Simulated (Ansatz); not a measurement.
## Run report: ZrC, geometry relaxation (part 2 of 2)

Continued. System: ZrC (Fm-3m, 2 atoms in the cell). Method: DFT PBE, scalar-relativistic, plane waves, PAW, no spin polarisation (Ansatz 0.2.0); cutoff 420 eV, 16×16×16 k-mesh, Gaussian smearing of 0.1 eV. The structure derives from an entry of the Crystallography Open Database.

Geometry of the input (Å; fractional positions):
```
0.0000  2.3650  2.3650
2.3650  0.0000  2.3650
2.3650  2.3650  0.0000
Zr 0.5000  0.5000  0.5000
C  0.0000  0.0000  0.0000
```

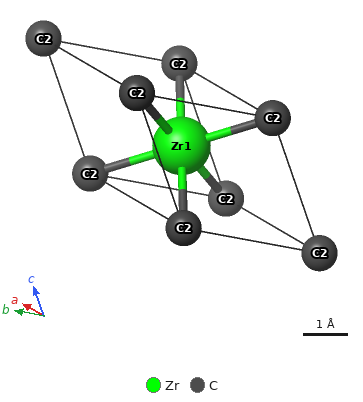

*The geometry at step 2 of the log (ball-and-stick view of the cell of the calculation, seen at an oblique angle; atoms are numbered from 1 in the order of the input).*

**The program's output, continued**
```
SCF iter   1: F=—  HF=-4436.496829 eV  |F-HF|=—  |Δ(HF+E_count)|=         —  Δρ=1.97e-3  dr2=1.34e-3  ethr=1.02e-5  ⟨swp⟩=1.0  Hψ=10985  notcnv=0
preconditioner: auto → none  [metal: Δε(μ)=0.020 eV  Ē_g=17.967 eV  σ=0.100 eV  W_gap=0.11  n_scr=8 (ndim 8)  ℏωp=27.2 eV  f_vac=0.000  D(μ)=0.38/eV (n_scr^D=0)]
SCF iter   2: F=—  HF=-4436.496552 eV  |F-HF|=—  |Δ(HF+E_count)|=   2.77e-4  Δρ=5.59e-4  dr2=1.17e-4  ethr=8.39e-6  ⟨swp⟩=2.1  Hψ=2045  notcnv=0
SCF iter   3: F=—  HF=-4436.496527 eV  |F-HF|=—  |Δ(HF+E_count)|=   2.59e-5  Δρ=7.09e-5  dr2=1.22e-6  ethr=7.33e-7  ⟨swp⟩=2.0  Hψ=2095  notcnv=0
iter 4 did not close the SCF: its close was put off for the readings that it lacked (scf_convergence_deferred on its scf_iter line)
SCF iter   4: F=-4436.496527 eV  HF=-4436.496527 eV  |F-HF|=1.98e-8  |Δ(HF+E_count)|=   1.03e-7  Δρ=1.36e-5  dr2=2.22e-8  ethr=7.61e-9  ⟨swp⟩=2.5  Hψ=2651  notcnv=0
iter 5 did not close the SCF: its close was put off for the readings that it lacked (scf_convergence_deferred on its scf_iter line)
SCF iter   5: F=-4436.496527 eV  HF=-4436.496527 eV  |F-HF|=4.64e-11  |Δ(HF+E_count)|=   2.21e-8  Δρ=8.29e-7  dr2=5.30e-11  ethr=1.39e-10  ⟨swp⟩=2.5  Hψ=2924  notcnv=0
SCF iter   6: F=-4436.496527 eV  HF=-4436.496527 eV  |F-HF|=1.82e-12  |Δ(HF+E_count)|=  4.82e-11  Δρ=1.06e-7  dr2=1.79e-12  ethr=1.00e-12  ⟨swp⟩=4.3  Hψ=7685  notcnv=0
SCF 3 converged in 6 iterations: F = -4436.496527 eV  dr2 = 1.79e-12
relax step   3: F+E_penalty+E_count = -4436.49652666 eV  Δ(F+E_penalty+E_count) = -2.580e-3 eV  max|allowed force component| = 7.182e-30 eV/Å  Δτ_max = 0.0000 Å  P = -0.058 GPa  Ω = 26.108 Å³  energy of the carried Pulay correction = +4.300e-4 eV  (6 SCF iters, dr2 threshold 2.00e-7 eV, accepted)
Crystal: 2 atoms, lattice volume = 26.102 Å³
iter 1 solved again at ethr=3.77e-9 eV; its pass at ethr=3.10e-3 eV (dr2=6.04e-7 eV) is discarded
SCF iter   1: F=—  HF=-4436.496536 eV  |F-HF|=—  |Δ(HF+E_count)|=         —  Δρ=3.78e-5  dr2=4.94e-7  ethr=3.77e-9  ⟨swp⟩=1.0  Hψ=10627  notcnv=0
preconditioner: auto → none  [metal: Δε(μ)=0.010 eV  Ē_g=17.971 eV  σ=0.100 eV  W_gap=0.05  n_scr=8 (ndim 8)  ℏωp=27.2 eV  f_vac=0.000  D(μ)=0.39/eV (n_scr^D=0)]
SCF iter   2: F=—  HF=-4436.496536 eV  |F-HF|=—  |Δ(HF+E_count)|=   3.96e-7  Δρ=1.08e-5  dr2=4.38e-8  ethr=3.09e-9  ⟨swp⟩=2.1  Hψ=2059  notcnv=0
iter 3 did not close the SCF: its close was put off for the readings that it lacked (scf_convergence_deferred on its scf_iter line)
SCF iter   3: F=-4436.496536 eV  HF=-4436.496536 eV  |F-HF|=1.22e-10  |Δ(HF+E_count)|=   9.76e-9  Δρ=1.36e-6  dr2=4.47e-10  ethr=2.74e-10  ⟨swp⟩=2.0  Hψ=2099  notcnv=0
iter 4 did not close the SCF: its close was put off for the readings that it lacked (scf_convergence_deferred on its scf_iter line)
SCF iter   4: F=-4436.496536 eV  HF=-4436.496536 eV  |F-HF|=8.19e-12  |Δ(HF+E_count)|=  4.37e-11  Δρ=2.64e-7  dr2=8.27e-12  ethr=2.79e-12  ⟨swp⟩=2.6  Hψ=2742  notcnv=0
iter 5 did not close the SCF: its close was put off for the readings that it lacked (scf_convergence_deferred on its scf_iter line)
SCF iter   5: F=-4436.496536 eV  HF=-4436.496536 eV  |F-HF|=0.00e0  |Δ(HF+E_count)|=  8.19e-12  Δρ=1.41e-8  dr2=1.43e-14  ethr=1.00e-12  ⟨swp⟩=1.0  Hψ=1740  notcnv=0
iter 6 did not close the SCF: its close was put off for the readings that it lacked (scf_convergence_deferred on its scf_iter line)
SCF iter   6: F=-4436.496536 eV  HF=-4436.496536 eV  |F-HF|=9.09e-13  |Δ(HF+E_count)|=  1.82e-12  Δρ=4.17e-9  dr2=3.67e-15  ethr=1.00e-12  ⟨swp⟩=1.0  Hψ=1740  notcnv=0
SCF iter   7: F=-4436.496536 eV  HF=-4436.496536 eV  |F-HF|=9.09e-13  |Δ(HF+E_count)|=  1.82e-12  Δρ=1.94e-9  dr2=1.31e-15  ethr=1.00e-12  ⟨swp⟩=2.5  Hψ=5358  notcnv=0
SCF 4 converged in 7 iterations: F = -4436.496536 eV  dr2 = 1.31e-15
relax step   4: F+E_penalty+E_count = -4436.49653607 eV  Δ(F+E_penalty+E_count) = -9.412e-6 eV  max|allowed force component| = 4.326e-29 eV/Å  Δτ_max = 0.0000 Å  P = -0.001 GPa  Ω = 26.102 Å³  energy of the carried Pulay correction = +4.382e-4 eV  (7 SCF iters, accepted)
Initial wavefunctions: pseudopotential atomic-orbital guess (no wavefunctions were taken with the density)
iter 1 solved again at ethr=4.44e-8 eV; its pass at ethr=3.10e-3 eV (dr2=7.11e-6 eV) is discarded
SCF iter   1: F=—  HF=-4436.496104 eV  |F-HF|=—  |Δ(HF+E_count)|=         —  Δρ=4.77e-5  dr2=1.16e-7  ethr=4.44e-8  ⟨swp⟩=3.2  Hψ=13835  notcnv=0
preconditioner: auto → none  [metal: Δε(μ)=0.010 eV  Ē_g=17.971 eV  σ=0.100 eV  W_gap=0.06  n_scr=8 (ndim 8)  ℏωp=27.2 eV  f_vac=0.000  D(μ)=0.39/eV (n_scr^D=0)]
SCF iter   2: F=—  HF=-4436.496104 eV  |F-HF|=—  |Δ(HF+E_count)|=   1.93e-7  Δρ=2.32e-5  dr2=1.68e-8  ethr=7.23e-10  ⟨swp⟩=2.3  Hψ=2580  notcnv=0
SCF iter   3: F=—  HF=-4436.496104 eV  |F-HF|=—  |Δ(HF+E_count)|=   6.36e-8  Δρ=4.09e-6  dr2=4.92e-10  ethr=1.05e-10  ⟨swp⟩=2.0  Hψ=2344  notcnv=0
iter 4 did not close the SCF: its close was put off for the readings that it lacked (scf_convergence_deferred on its scf_iter line)
SCF iter   4: F=-4436.496104 eV  HF=-4436.496104 eV  |F-HF|=9.09e-13  |Δ(HF+E_count)|=   2.28e-9  Δρ=1.92e-7  dr2=3.15e-12  ethr=3.08e-12  ⟨swp⟩=2.0  Hψ=2345  notcnv=0
iter 5 did not close the SCF: its close was put off for the readings that it lacked (scf_convergence_deferred on its scf_iter line)
SCF iter   5: F=-4436.496104 eV  HF=-4436.496104 eV  |F-HF|=0.00e0  |Δ(HF+E_count)|=  3.64e-12  Δρ=9.31e-9  dr2=2.11e-14  ethr=1.00e-12  ⟨swp⟩=1.0  Hψ=1740  notcnv=0
iter 6 did not close the SCF: its close was put off for the readings that it lacked (scf_convergence_deferred on its scf_iter line)
SCF iter   6: F=-4436.496104 eV  HF=-4436.496104 eV  |F-HF|=1.82e-12  |Δ(HF+E_count)|=  2.73e-12  Δρ=2.34e-9  dr2=1.50e-15  ethr=1.00e-12  ⟨swp⟩=1.0  Hψ=1740  notcnv=0
iter 7 did not close the SCF: its close was put off for the readings that it lacked (scf_convergence_deferred on its scf_iter line)
SCF iter   7: F=-4436.496104 eV  HF=-4436.496104 eV  |F-HF|=9.09e-13  |Δ(HF+E_count)|=  1.82e-12  Δρ=4.72e-10  dr2=6.80e-17  ethr=1.00e-12  ⟨swp⟩=1.0  Hψ=1740  notcnv=0
SCF iter   8: F=-4436.496104 eV  HF=-4436.496104 eV  |F-HF|=9.09e-13  |Δ(HF+E_count)|=    0.00e0  Δρ=1.60e-10  dr2=7.72e-18  ethr=1.00e-12  ⟨swp⟩=2.0  Hψ=4971  notcnv=0
SCF 5 converged in 8 iterations: F = -4436.496104 eV  dr2 = 7.72e-18
relax step   5: F+E_penalty+E_count = -4436.49610427 eV  Δ(F+E_penalty+E_count) = +4.318e-4 eV  max|allowed force component| = 3.918e-29 eV/Å  Δτ_max = 0.0000 Å  P = -0.025 GPa  Ω = 26.102 Å³  stress off target by 2.52e-2 GPa  SCF on the basis re-selected at this cell (its energy is not comparable with the rows above)  (8 SCF iters)
basis re-selected at this cell: Δ(F+E_penalty+E_count) = +4.318e-4 eV, ΔP = -0.024 GPa vs the last step (what re-selecting the basis moved, of the pressure what is left beyond the Pulay correction that the steps carried, after the strain that the cell walked since its last selection, with what the two solves' SCF thresholds leave and, on support functions, any second-order correction that the steps lacked; it is no measure of the basis error at this ecutwfc). This SCF's stress stands 2.52e-2 GPa from its target on what of the cell is left free (relax.cell.stress_tol is 5.00e-2 GPa) and its largest allowed force component is 3.92e-29 eV/Å (relax.f_tol is 5.00e-3 eV/Å): within both
SCF converged after 8 iterations
Free energy (F): -4436.496104 eV
Harris-Foulkes:  -4436.496104 eV  (|F-HF|=9.09e-13)
Internal energy: -4436.494169 eV  (E = F + TS)
E sigma→0 (E₀):  -4436.495136 eV
Entropy (-TS):   -0.001936 eV (-0.968 meV/atom)
Fermi energy:    14.764694 eV
--- Per-component energies (eV) ---
  E_band       = -50.255458
  E_kinetic    = 422.202053
  E_local      = -597.503422  (includes V_loc(G=0)·N_el)
  E_nonlocal   = 104.384397
  E_hartree    = 179.352795
  E_xc         = -211.333971
  E_vxc        = -252.644098  (∫ρ·V_xc dr)
  E_paw        = -3051.986719  (= ΣΔE_a)
  E_vpaw       = -85.400011  (= ΣTr[D̂ρ^β])
  E_aug_tail   = 0.000034  (compensation charges beyond the density's cutoff)
  E_ewald      = -1281.609334
  E_smearing   = -0.001936  (= −TS)
  E_closure    = 0.000000  (closes the sum)
  Σ components = -4436.496104   (vs F -4436.496104, Δ=0.00e0)
--- Forces (eV/Å), atoms counted from 1 ---
  atom   1  Zr     0.00000000     0.00000000     0.00000000
  atom   2  C     -0.00000000     0.00000000     0.00000000
  max |Σ_I F_I| component: 7.31e-29 eV/Å
--- Stress (GPa, compression-positive) ---
       -0.025175      -0.000000      -0.000000
       -0.000000      -0.025175      -0.000000
       -0.000000      -0.000000      -0.025175
  P = ⅓ Tr σ = -0.0252 GPa (-0.252 kbar)
--- Band table (eV; the first three rows and the last of 145) ---
  k-point 0: bands = ["-33.3435", "-11.0596", "-11.0596", "-11.0596", "3.4858", "15.7084", "15.7084", "15.7084", "15.8683", "15.8683", "15.8683", "17.5722"]
  k-point 1: bands = ["-33.3397", "-11.0940", "-11.0626", "-11.0626", "3.5743", "14.9698", "15.1681", "15.1681", "16.0805", "16.0805", "16.4023", "18.0832"]
  k-point 2: bands = ["-33.3291", "-11.1907", "-11.0711", "-11.0711", "3.8308", "14.0218", "14.3921", "14.3921", "16.3665", "16.3665", "16.8250", "19.1120"]
  k-point 144: bands = ["-33.2115", "-11.5615", "-11.5615", "-11.3602", "5.3355", "12.1489", "12.4363", "12.4363", "18.0455", "18.0455", "20.4087", "21.7719"]
--- Relaxed structure (4 steps of the walk, 4 accepted, 1 SCFs on fresh bases) ---
  F+E_penalty+E_count = -4436.49610427 eV   max|allowed force component| = 3.918e-29 eV/Å   (the final SCF, on the basis selected at the relaxed cell)
  cell:  # Å, volume = 26.1017 Å³
    - [-1.8343339318424127e-33, 2.3543976075323654, 2.3543976075323654]
    - [2.3543976075323654, -1.019074406579122e-34, 2.3543976075323654]
    - [2.3543976075323654, 2.3543976075323654, 2.85340833842153e-33]
  atoms:
    - { symbol: Zr, position: [0.49999999999999994, 0.49999999999999994, 0.49999999999999994] }
    - { symbol: C, position: [5.93794468408301e-36, -3.817250154058788e-36, -5.5138057780834696e-36] }
```

**Trajectory as extended XYZ (Å, eV, eV/Å), 5 frames, from step=1 to step=5**
```
2
Lattice="0.0000 2.3650 2.3650 2.3650 0.0000 2.3650 2.3650 2.3650 0.0000" Properties=species:S:1:pos:R:3:forces:R:3 step=1 energy=-4436.49281 pressure_GPa=-2.94
Zr    2.3650    2.3650    2.3650    0.0000   0.0000   0.0000
C     0.0000    0.0000    0.0000    0.0000   0.0000   0.0000
2
Lattice="0.0000 2.3444 2.3444 2.3444 0.0000 2.3444 2.3444 2.3444 0.0000" Properties=species:S:1:pos:R:3:forces:R:3 step=2 energy=-4436.49395 pressure_GPa=2.93
Zr    2.3444    2.3444    2.3444    0.0000   0.0000   0.0000
C     0.0000    0.0000    0.0000    0.0000   0.0000   0.0000
2
Lattice="0.0000 2.3546 2.3546 2.3546 0.0000 2.3546 2.3546 2.3546 0.0000" Properties=species:S:1:pos:R:3:forces:R:3 step=3 energy=-4436.49653 pressure_GPa=-0.06
Zr    2.3546    2.3546    2.3546    0.0000   0.0000   0.0000
C     0.0000    0.0000    0.0000    0.0000   0.0000   0.0000
2
Lattice="0.0000 2.3544 2.3544 2.3544 0.0000 2.3544 2.3544 2.3544 0.0000" Properties=species:S:1:pos:R:3:forces:R:3 step=4 energy=-4436.49654 pressure_GPa=-0.00
Zr    2.3544    2.3544    2.3544    0.0000   0.0000   0.0000
C     0.0000    0.0000    0.0000    0.0000   0.0000   0.0000
2
Lattice="0.0000 2.3544 2.3544 2.3544 0.0000 2.3544 2.3544 2.3544 0.0000" Properties=species:S:1:pos:R:3:forces:R:3 step=5 energy=-4436.49610 pressure_GPa=-0.03
Zr    2.3544    2.3544    2.3544    0.0000   0.0000   0.0000
C     0.0000    0.0000    0.0000    0.0000   0.0000   0.0000
```

**Summary**

- outcome: converged
- space group (tolerance 0.01 Å): Fm-3m (225)
- electrons treated: 16
- free energy: −4436.4961 eV
- Fermi energy: 14.765 eV
- gap on the k-point mesh: none (metallic)
- pressure: −0.03 GPa
- final volume: 26.10 Å³
- largest force (length of the vector) at the end: under 0.001 eV/Å
- final cell: a = 3.330 Å, b = 3.330 Å, c = 3.330 Å, α = 60.00°, β = 60.00°, γ = 60.00°
- hardware: 1 thread of Arm Neoverse V1, 24 GiB of memory available, shared host
- wall time: 16 s
- peak memory: 0.35 GiB
